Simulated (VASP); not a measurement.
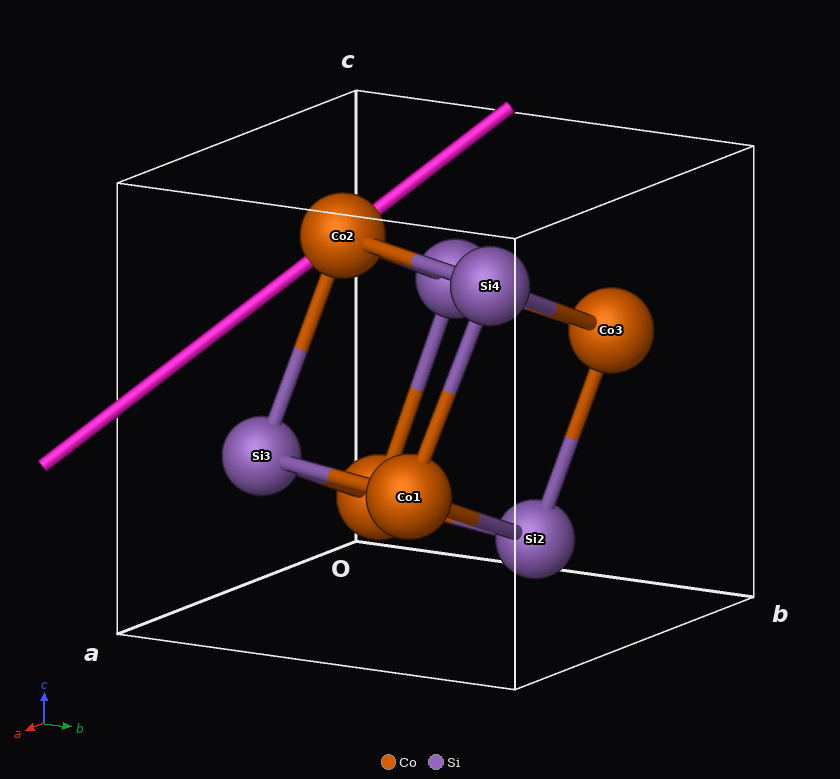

The coloured rod is the axis of a symmetry operation of the crystal. Crystal: CoSi, coordinates from a relaxation with VASP Kohn-Sham DFT of a periodic cell, PBEsol, VASP PAW PBE potentials, recommended in VASP 6.6.1. All values are computed from the atomic coordinates in the standard setting (tolerance 0.002 Å).

a = 4.386 Å, b = 4.386 Å, c = 4.386 Å, α = 90.00°, β = 90.00°, γ = 90.00°.

```tsv
atom	x	y	z
Co1	0.8543	0.6457	0.3543
Co2	0.6457	0.3543	0.8543
Co3	0.3543	0.8543	0.6457
Co4	0.1457	0.1457	0.1457
Si1	0.1565	0.3435	0.6565
Si2	0.3435	0.6565	0.1565
Si3	0.6565	0.1565	0.3435
Si4	0.8435	0.8435	0.8435
```

Take the operation x, y, z → −y+1, z−1/2, −x+3/2.

> What kind of operation is it, and where does it lie?

It is a 3-fold rotation, about the line along [−1 1 1] through (2/3, 1/3, 5/6).

> Onto which atom does it carry each atom (up to whole multiples of a, b and c)?

Co1 → Co3, Co2 → Co2, Co3 → Co4, Co4 → Co1, Si1 → Si3, Si2 → Si2, Si3 → Si4, Si4 → Si1.
